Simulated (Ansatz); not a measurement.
**Single-point calculation of WS$_{2}$**

- system: WS$_{2}$ (R3m, 3 atoms in the cell)
- method: DFT PBE+D3(BJ), scalar-relativistic, plane waves, PAW, no spin polarisation (Ansatz 0.2.0)

The structure derives from an entry of the Crystallography Open Database. It belongs to a series of runs on one base structure; here: band edges and mean potential of the bulk.

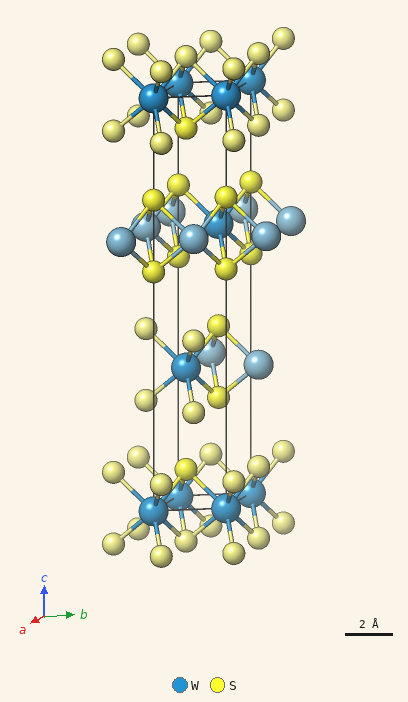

The structure (ball-and-stick view of the cell 3 times as large as that of the calculation, set on its symmetry axes, seen slightly off an axis; neighbours outside the cell are drawn fainter). An atom can appear more than once, as a periodic image.

### Summary

| quantity | value |
| --- | --- |
| outcome | converged |
| space group (tolerance 0.01 Å) | R3m (160) |
| electrons treated | 26 |
| free energy | −12192.6587 eV |
| Fermi energy | 12.640 eV |
| gap on the k-point mesh | 0.91 eV |
| gap on the band path | 0.90 eV |
| pressure | 0.03 GPa |
| largest force (length of the vector) | 0.001 eV/Å |
| hardware | 2 threads of Intel Xeon (Granite Rapids), 32 GiB of memory available, shared host |
| wall time | 8.7 s (CPU time 16 s) |
| peak memory | 0.47 GiB |

### Remarks

Spin–orbit coupling is left out, which matters for W.

### Input
```yaml
crystal:
  lattice:
    - [1.5786015678, 0.9114060401, 6.0393060233]
    - [-1.5786015678, 0.9114060401, 6.0393060233]
    - [0.0, -1.8228120802, 6.0393060233]
  atoms:
    - { symbol: W, position: [-0.0006554633, -0.0006554633, -0.0006554633] }
    - { symbol: S, position: [0.7527776226, 0.7527776226, 0.7527776226] }
    - { symbol: S, position: [0.5791778406, 0.5791778406, 0.5791778406] }
basis:
  ecutwfc: 420
kpoints:
  mp_grid: { grid: [12, 12, 12] }
  band_path: { path: [VBM, CBM], npoints: 2 }
hamiltonian:
  xc: pbe
  dispersion: d3bj
scf:
  occupations: { method: gaussian, width: 0.02 }
output:
  forces: true
  stress: true
  eigenvalues: true
  write_density: true
  write_potential: true
  elf: true
  volumetric_format: npy
```

Run as:
```bash
ansatz run input.yaml --threads 2 --pin off --max-ram 5120MiB --backend cpu --events-out ev --progress --plain --runs-dir out
```

### What the program printed
```
basis.fft_grid_basis auto: the FFT boxes are laid along the combinations [[1, -1, 0], [0, 1, 0], [0, -1, 1]] of the cell's own vectors, 3.157, 6.308 and 3.157 Å long. The dense box has 24×45×24 points. Along the cell's own vectors, as sized, it would have 45×45×45, 3.52 times as many. Of the 6 symmetry operations that the crystal satisfies within crystal.symmetry.tolerance (time reversal apart; of a slab, those that keep its plane) the dense box along the cell's own vectors carries 6, and the one as laid loses 4 of those. basis.fft_grid_basis: typed keeps the cell's own vectors: state it where this run's energies or levels are differenced outside the engine with another run's, or held beside a run that keeps those vectors. Those combinations have planes normal to reciprocal vector 3, as the cell's own vectors have. Each planar average written beside output.write_density, output.write_potential has a row for each plane of the box: 24. The volumetric files lie along those combinations, not along the cell's own vectors: a cube or XSF file states them, and fields.json those of NumPy files.
Engine: ansatz 0.2.0, x86_64-unknown-linux-gnu
Pseudopotentials: kind: paw
Pseudopotential: W, paw, valence charge 14, recommended cutoff 420 eV (normal), W.paw.azcp
Pseudopotential: S, paw, valence charge 6, recommended cutoff 420 eV (normal), S.paw.azcp
Functional definition: PBE
  parameter kappa = 0.804
  parameter beta = 0.06672455060314922
  exchange = pbe_x(kappa = kappa, mu = beta*pi^2/3)
  correlation = pbe_c(beta = beta)
Crystal: 3 atoms, lattice volume = 52.134 Å³
Basis set: ecut = 420 eV, 999 PW (Γ), FFT grids on a1−a2, a2, −a2+a3, exchange–correlation on 48×90×48 points (8 copies of the dense FFT grid, shifted against one another)
Bands: 17, of which v1, the nominal top of the filled ones, is band 13 counted from 1 (12 counted from 0)
Symmetry: 6 space group operations
Space group: R3m (ITA 160), of the structure as read, at distance tolerance 3.7e-5 Å
k-points: 189 of 1728 (time reversal used)
Non-local potential: W, projectors of the file, l = 0: 3, l = 1: 2, l = 2: 2, l = 3: 1
Non-local potential: S, projectors of the file, l = 0: 2, l = 1: 2, l = 2: 2
PAW form: soft (Blöchl's): semilocal exchange-correlation on the pseudo side does not see the compensation charge
PAW one-centre angular grid: W, 590 points (default); XC on 64 Gauss nodes
PAW one-centre angular grid: S, 110 points (default); XC on 64 Gauss nodes
Initial density: superposition of atomic densities (neutral atoms: chi_scale 0, normalization atom), corrected by the library's trained network
Initial wavefunctions: pseudopotential atomic-orbital guess
Functional: x = pbe(κ = 0.804, μ = 0.2195149727645171), c = pbe(β = 0.06672455060314922)
SCF iter   1: F=—  HF=-12192.653455 eV  |F-HF|=—  |Δ(HF+E_count)|=         —  Δρ=5.16e-3  dr2=5.35e-3  ethr=1.77e-3  ⟨swp⟩=6.0  Hψ=19128  notcnv=0
preconditioner: auto → none  [insulator: Δε(μ)=0.917 eV  Ē_g=8.836 eV  σ=0.020 eV  W_gap=1.00  n_scr=16 (ndim 8)  ℏωp=21.8 eV  f_vac=0.009  D(μ)=0.00/eV (n_scr^D=0)  ε∞_Penn≈7.1]
SCF iter   2: F=—  HF=-12192.656714 eV  |F-HF|=—  |Δ(HF+E_count)|=   3.26e-3  Δρ=2.66e-3  dr2=1.72e-3  ethr=2.06e-5  ⟨swp⟩=2.2  Hψ=6565  notcnv=0
SCF iter   3: F=—  HF=-12192.658737 eV  |F-HF|=—  |Δ(HF+E_count)|=   2.02e-3  Δρ=7.17e-4  dr2=6.22e-4  ethr=6.62e-6  ⟨swp⟩=2.0  Hψ=5292  notcnv=0
SCF iter   4: F=—  HF=-12192.658680 eV  |F-HF|=—  |Δ(HF+E_count)|=   5.68e-5  Δρ=1.41e-4  dr2=1.53e-5  ethr=2.39e-6  ⟨swp⟩=2.0  Hψ=4530  notcnv=0
SCF iter   5: F=—  HF=-12192.658682 eV  |F-HF|=—  |Δ(HF+E_count)|=   2.59e-6  Δρ=2.33e-5  dr2=6.77e-7  ethr=5.88e-8  ⟨swp⟩=2.0  Hψ=4647  notcnv=0
SCF iter   6: F=-12192.658682 eV  HF=-12192.658682 eV  |F-HF|=7.37e-9  |Δ(HF+E_count)|=   3.85e-8  Δρ=5.85e-6  dr2=2.79e-8  ethr=3.85e-10  ⟨swp⟩=11.0  Hψ=25519  notcnv=0
SCF 1 converged in 6 iterations: F = -12192.658682 eV  dr2 = 2.79e-8
  greatest PAW one-centre occupation: 1.000 electrons in one spin orbital (limit 2), on the W atom at site 0 (counted from 0), in its partial waves of l = 0
NSCF: frozen V_eff on 32 k-points
NSCF: frozen V_eff on 32 k-points
NSCF: frozen V_eff on 32 k-points
NSCF: frozen V_eff on 32 k-points
NSCF: frozen V_eff on 2 k-points
NSCF: frozen V_eff on 17 k-points
NSCF: frozen V_eff on 10 k-points
NSCF: frozen V_eff on 9 k-points
NSCF: frozen V_eff on 17 k-points
NSCF: frozen V_eff on 5 k-points
NSCF: frozen V_eff on 7 k-points
NSCF: frozen V_eff on 7 k-points
NSCF: frozen V_eff on 6 k-points
NSCF: frozen V_eff on 8 k-points
NSCF: frozen V_eff on 6 k-points
NSCF: frozen V_eff on 3 k-points
SCF converged after 6 iterations
Free energy (F): -12192.658682 eV
Harris-Foulkes:  -12192.658682 eV  (|F-HF|=7.37e-9)
Internal energy: -12192.658682 eV  (E = F + TS)
E sigma→0 (E₀):  -12192.658682 eV
Fermi energy:    12.639510 eV
--- Per-component energies (eV) ---
  E_band       = -177.213109
  E_kinetic    = 667.339194
  E_local      = -1662.093279  (includes V_loc(G=0)·N_el)
  E_nonlocal   = 57.434054
  E_hartree    = 655.470808
  E_xc         = -462.631298
  E_vxc        = -415.691994  (∫ρ·V_xc dr)
  E_paw        = -9763.171137  (= ΣΔE_a)
  E_vpaw       = -135.137356  (= ΣTr[D̂ρ^β])
  E_aug_tail   = -0.000062  (compensation charges beyond the density's cutoff)
  E_ewald      = -1683.696277
  E_disp       = -1.310686  (pairwise vdW)
  E_smearing   = -0.000000  (= −TS)
  E_closure    = 0.000000  (closes the sum)
  Σ components = -12192.658682   (vs F -12192.658682, Δ=0.00e0)
--- Forces (eV/Å), atoms counted from 1 ---
  atom   1  W     -0.00000000    -0.00000000     0.00093962
  atom   2  S     -0.00000000     0.00000000    -0.00007668
  atom   3  S     -0.00000000    -0.00000000    -0.00085937
  max |Σ_I F_I| component: 3.58e-6 eV/Å
--- Stress (GPa, compression-positive) ---
        0.026651       0.000000      -0.000000
        0.000000       0.026651       0.000000
       -0.000000       0.000000       0.025268
  P = ⅓ Tr σ = 0.0262 GPa (0.262 kbar)
--- Band table (eV; the first three rows and the last of 189) ---
  k-point 0: bands = ["-62.4629", "-26.7645", "-26.5826", "-26.5826", "-3.5872", "-1.5259", "4.3493", "8.6199", "8.6199", "9.8321", "9.8321", "10.7560", "10.8324", "14.2998", "14.2998", "14.6116", "14.6116"]
  k-point 1: bands = ["-62.4616", "-26.7600", "-26.6075", "-26.5883", "-3.4675", "-1.4933", "4.4984", "8.3163", "8.7378", "9.4069", "9.6426", "10.7336", "10.9788", "14.2050", "14.3208", "14.4616", "14.5651"]
  k-point 2: bands = ["-62.4582", "-26.7476", "-26.6751", "-26.6041", "-3.1252", "-1.3998", "4.9047", "7.6087", "8.6213", "9.0623", "9.2045", "10.6057", "10.8739", "13.6277", "14.2980", "14.5219", "14.9890"]
  k-point 188: bands = ["-62.4629", "-26.7646", "-26.5826", "-26.5826", "-3.2889", "-2.0814", "5.5916", "8.1272", "8.5961", "8.5961", "9.8813", "9.8813", "12.1826", "14.3828", "14.3828", "14.4674", "14.4674"]
```

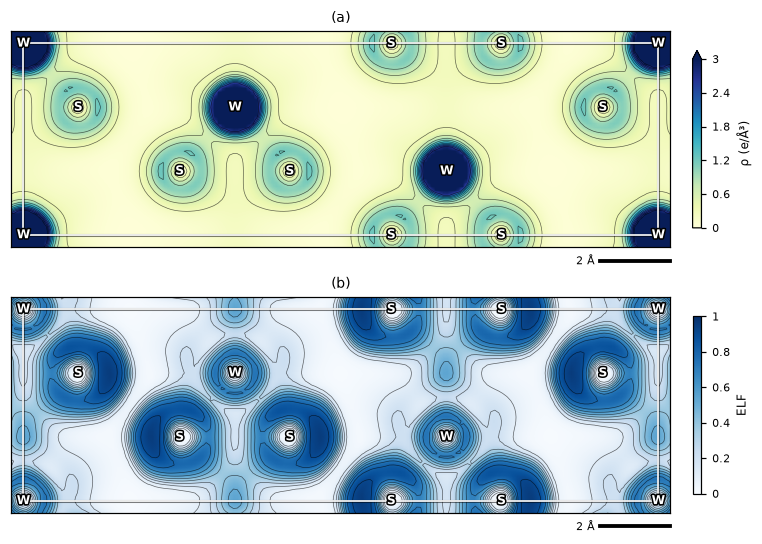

(a) valence electron density; (b) ELF on the (110) plane of the conventional cell. W–S (2.41 Å): ρ is about 0.63 e/Å³ halfway; the ELF is about 0.50 at the midpoint. Away from the nuclei the density in this plane falls to 0.02 e/Å³ at its lowest. The ELF has a maximum of about 0.55 in the space between the atoms. The strong features right at W lie inside the PAW spheres (semicore, d or f shells) and say nothing about bonding. Core electrons are frozen (PAW), so the fields are smoothed inside the atomic spheres.

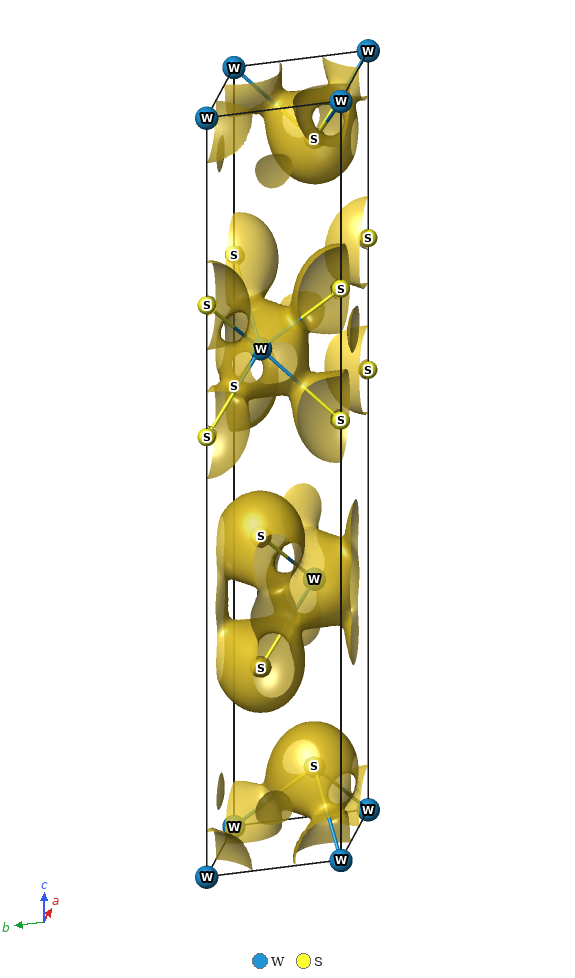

Isosurface of the valence pseudo-density at 0.5 e/Å³ (yellow), seen at an oblique angle. Sticks mark near contacts. The outline is the cell set on symmetry axes. At this value the density is joined into sheets; it holds about 70 % of the electrons treated as valence (semicore included). On the grid the lowest density along these lines, outside the cores, is 0.63 e/Å³ (W–S, 2.41 Å).

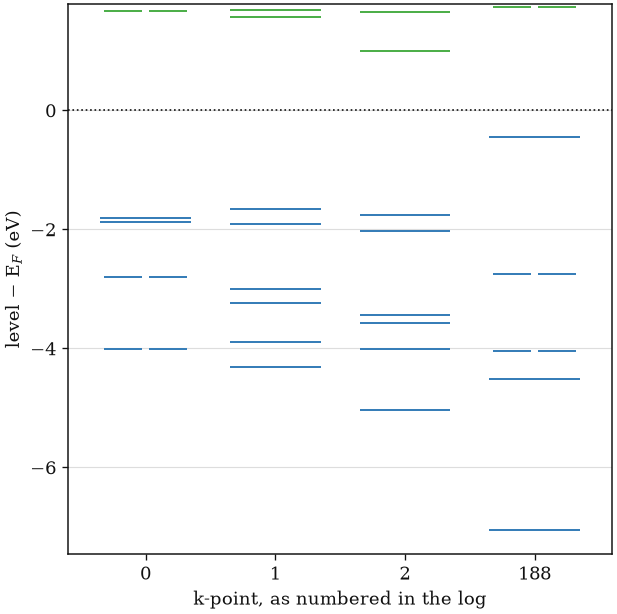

Kohn–Sham levels near the Fermi level (dotted) at the few k-points that the log prints; levels within 0.02 eV of each other stand side by side. Among these points the highest filled and lowest empty levels are 1.45 eV apart; the gap on the full mesh, 0.91 eV, has an edge at a point that isn't printed.
